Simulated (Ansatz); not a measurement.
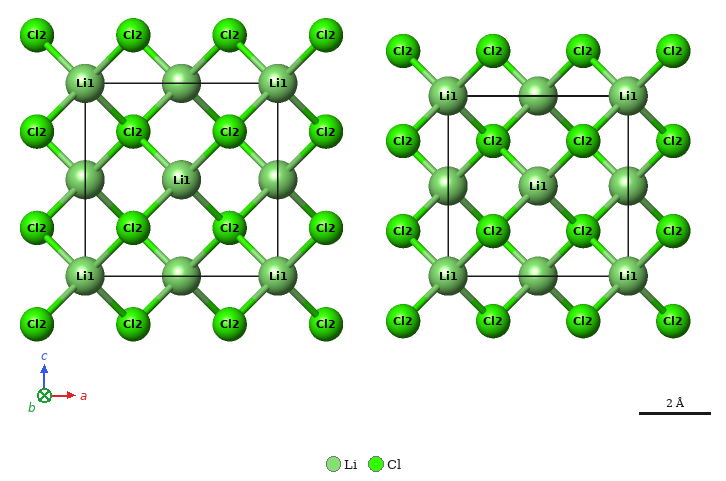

Two geometries of crystalline LiCl (built on the BP-216 type type), drawn at one scale. One is the start of a relaxation, the other its converged end. The picture is a ball-and-stick view of the conventional cell (4 times the calculation's cell), seen along the b axis. Lengths and directions refer to the drawn axes.

Level of theory: Ansatz 0.2.0, DFT, PBEsol, plane waves, PAW. Set-up: plane-wave cutoff 420 eV; k-point mesh 8 × 8 × 8; occupations fermi dirac; smearing width 0.03 eV; no spin polarisation; cell and atoms relaxed; force threshold 0.01 eV/Å; at most 120 steps.

Question: Which geometry has the lower energy?

Answer: The left one is the relaxed one. Over 4 accepted moves (5 points after the start) the energy falls by 78.1 meV per atom. All forces vanish by symmetry, so only the cell relaxes. The pressure goes from 8.06 to 0.03 GPa. The SCF was repeated once at an unchanged geometry on a basis and grid sized afresh for the cell, which shifted the energy by 0.2 meV per atom at most. No atom moves by more than 0.005 Å relative to the cell. Cell: a = b = c 5.084 → 5.439 Å (+7.0 %). Volume +22.5 %. Some distances before and after: Li1–Cl2 2.202 → 2.355 Å. The space group stays F-43m (No. 216).
